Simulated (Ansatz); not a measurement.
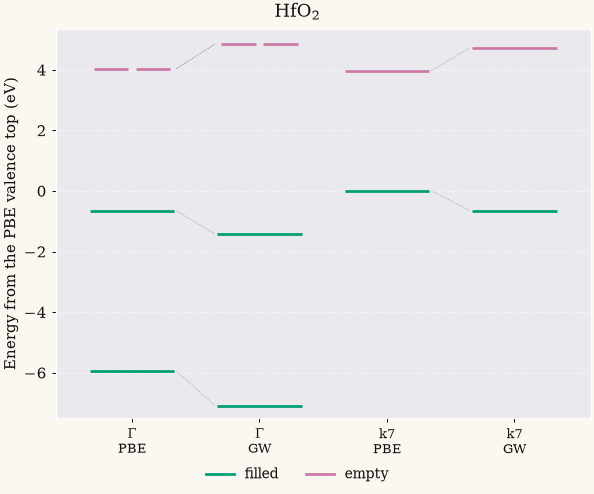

Figure made from data computed with Ansatz.

Kohn-Sham (PBE) and quasiparticle levels side by side at points of the k mesh; filled and empty levels have different colours.

This input was run:

```
crystal:
  lattice:
    - [0.0, 2.465575, 2.465575]
    - [2.465575, 0.0, 2.465575]
    - [2.465575, 2.465575, 0.0]
  atoms:
    - { symbol: Hf, position: [0.0, 0.0, 0.0] }
    - { symbol: O, position: [0.25, 0.25, 0.25] }
    - { symbol: O, position: [0.75, 0.75, 0.75] }
basis:
  precision: f64
  xc_grid: 2
  ecutwfc: 700
  ecutrho_ratio: 4
kpoints:
  mp_grid: { grid: [4, 4, 4], shift: [0, 0, 0] }
hamiltonian:
  xc: pbe
  dispersion: none
  pseudopotentials:
    kind: paw
    azcp:
      Hf: "pseudopotentials/Hf.paw.azcp"
      O: "pseudopotentials/O.paw.azcp"
magnetization:
  spin_polarized: false
scf:
  lower_state_search: "off"
  max_iter: 200
  occupations: { method: fixed }
  convergence: { dr2_threshold: "1e-10 eV" }
output: {}
gw:
  n_empty_bands: 193
  ecut_chi: 200
  ecutfock_ratio: 2
  qp_bands: [v6, c2]
  plasmon_pole_fit_frequency: 27.13
```

What are the Kohn-Sham and quasiparticle gaps on the mesh?

Answer. The gap on the mesh goes from 3.97 eV in PBE to 5.38 eV, an opening of 1.41 eV.

How is the correction shared between the two band edges?

Answer. The valence top moves by −0.65 eV and the conduction bottom by +0.76 eV.

These values hold for 193 empty bands and a screening cutoff of 200 eV on this mesh, not for the basis limit. Spin-orbit coupling is left out, which matters for Hf.
